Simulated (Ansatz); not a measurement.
Structure of Ti:

```
Ti
1.0
     2.64160    0.00000    0.00000
     0.00000    2.64160    0.00000
     0.00000    0.00000    2.64160
Ti
1
Cartesian
  0.0000 0.0000 0.0000
```

Structure used: the geometry relaxed with DFT PBE, scalar-relativistic, plane waves, PAW (Ansatz 0.2.0); the starting structure was generated, so it need not be a known form of this composition.

Predict radii and indices of the first 4 visible rings (3 % of the strongest or more) for λ = 0.7107 Å and a flat detector at 140 mm.

Answer.
| ring | radius | 2θ (°) | d (Å) | hkl |
| --- | --- | --- | --- | --- |
| 1 | 38.7 mm | 15.46 | 2.64 | 100 |
| 2 | 56.4 mm | 21.93 | 1.868 | 110 |
| 3 | 71.2 mm | 26.95 | 1.525 | 111 |
| 4 | 84.8 mm | 31.21 | 1.321 | 200 |

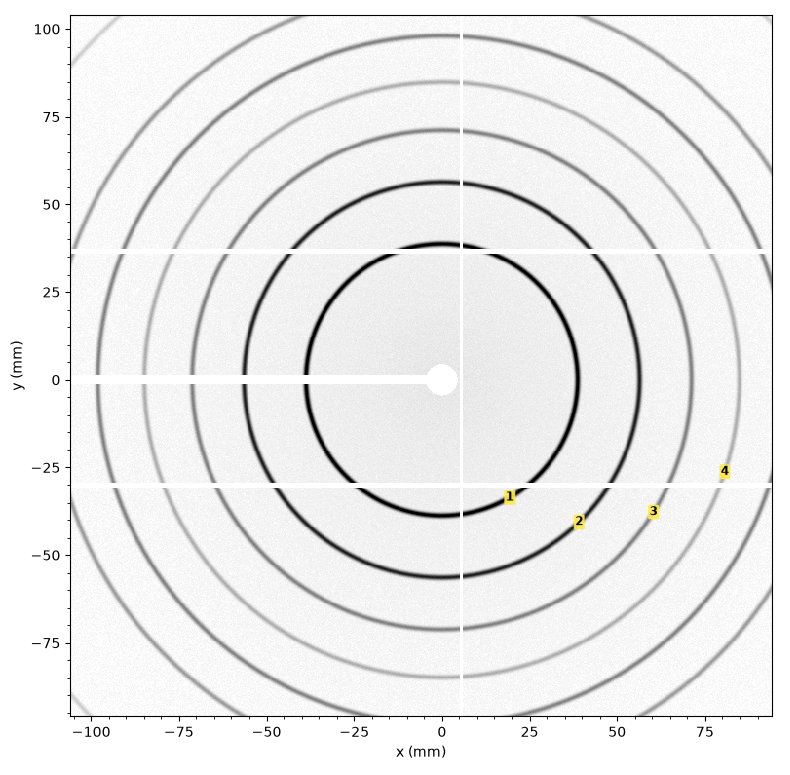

Simulated X-ray powder rings on a flat area detector normal to the beam: λ = 0.7107 Å, sample-to-detector distance 140 mm, axes in mm from the beam centre, for a fine-grained powder without texture. Kinematic intensities with B = 0.8 Å² for all atoms, without absorption; brightness goes as intensity to the power 0.5, clipped at the top, with counting noise. Reflections closer than the ring width show as one ring. The numbers mark the rings of the table.
